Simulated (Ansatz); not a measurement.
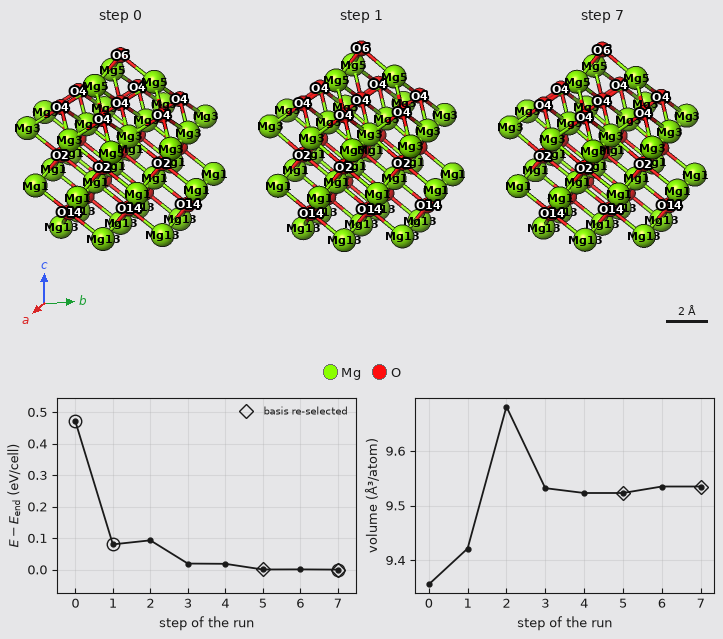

Frames of a relaxation of a crystal of MgO (a generated structure, set up in P-3m1), marked on the history of the run. A ball-and-stick model of the atoms within 5.0 Å of the atom that moves most (axes of the cell of the calculation), seen slightly off an axis.

Case: stacking ABABCBC.

Method: Ansatz 0.2.0, DFT PBEsol, scalar-relativistic, plane waves, PAW.

Input file:
```yaml
crystal:
  lattice:
    - [2.9799354756, 0.0, 0.0]
    - [-1.4899677378, 2.5806998235, 0.0]
    - [0.0, 0.0, 17.0317490926]
  atoms:
    - { symbol: Mg, position: [0.0, 0.0, 0.0] }
    - { symbol: O, position: [0.6666666667, 0.3333333333, 0.0714285714] }
    - { symbol: Mg, position: [0.3333333333, 0.6666666667, 0.1428571429] }
    - { symbol: O, position: [0.6666666667, 0.3333333333, 0.2142857143] }
    - { symbol: Mg, position: [0.0, 0.0, 0.2857142857] }
    - { symbol: O, position: [0.6666666667, 0.3333333333, 0.3571428571] }
    - { symbol: Mg, position: [0.3333333333, 0.6666666667, 0.4285714286] }
    - { symbol: O, position: [0.0, 0.0, 0.5] }
    - { symbol: Mg, position: [0.6666666667, 0.3333333333, 0.5714285714] }
    - { symbol: O, position: [0.0, 0.0, 0.6428571429] }
    - { symbol: Mg, position: [0.3333333333, 0.6666666667, 0.7142857143] }
    - { symbol: O, position: [0.0, 0.0, 0.7857142857] }
    - { symbol: Mg, position: [0.6666666667, 0.3333333333, 0.8571428571] }
    - { symbol: O, position: [0.3333333333, 0.6666666667, 0.9285714286] }
basis:
  ecutwfc: 420
kpoints:
  mp_grid: { grid: [12, 12, 2] }
hamiltonian:
  xc: pbesol
scf:
  occupations: { method: gaussian, width: 0.02 }
output:
  forces: true
  stress: true
  eigenvalues: true
  populations: true
relax:
  adjacent_minimum: "off"
  f_tol: 0.01
  max_steps: 45
  cell: { stress_tol: 0.05 }
```

Command:
```bash
ansatz run input.yaml --threads 1 --pin off --max-ram 2560MiB --backend cpu --events-out ev --progress --plain --runs-dir out
```

### What happens along the run?

The largest moves relative to the cell, 0.089 Å, are those of O2 and O12. O2 goes along −c. By element the largest moves are O 0.089 Å, Mg 0.053 Å. The volume changes by +1.9 %, with a = b 2.980 → 2.952 Å (−0.9 %), c 17.032 → 17.682 Å (+3.8 %). Near-neighbour distances that change, for instance: Mg3–O4 2.107 → 2.141 Å, Mg1–O2 2.107 → 2.094 Å, Mg13–O14 2.107 → 2.096 Å. Bond angles that change, for instance: O4–Mg5–O6 70.5° → 74.5°, O4–Mg5–O4 90.0° → 87.2°, Mg3–O4–Mg5 90.0° → 92.8°. The space group stays P-3m1 (No. 164). The energy falls by 0.470 eV per cell of the calculation in 5 accepted moves (7 points after the start). The largest force component goes from 1.2 to 0.0014 eV/Å. The pressure goes from 4.07 to 0.01 GPa. At 2 points the geometry stayed and the basis and grid were re-selected for the new cell (energy shift of 18.0 meV per cell of the calculation at most each time). Cost: 5.3 min on 1 thread of AMD EPYC (Zen 3) (shared host), peak memory 0.57 GiB. From step 0 to 1: O atoms move most (0.06 Å), volume +0.7 %, energy −0.390 eV per cell of the calculation. From step 1 to 7: O atoms move most (0.03 Å), volume +1.2 %, energy −80.2 meV per cell of the calculation.

```tsv
step	E − E(0), meV/atom	largest force component, eV/Å	pressure, GPa	volume, Å³/atom	note
0	0.00	1.1568	4.07	9.356	
1	-27.88	0.2146	1.45	9.421	
2	-26.96	0.6598	-2.45	9.681	
3	-32.23	0.0507	-0.15	9.532	
4	-32.29	0.0040	0.00	9.523	
5	-33.58	0.0037	0.21	9.523	same geometry, new basis
6	-33.55	0.0014	0.01	9.535	
7	-33.61	0.0014	0.01	9.535	same geometry, new basis
```
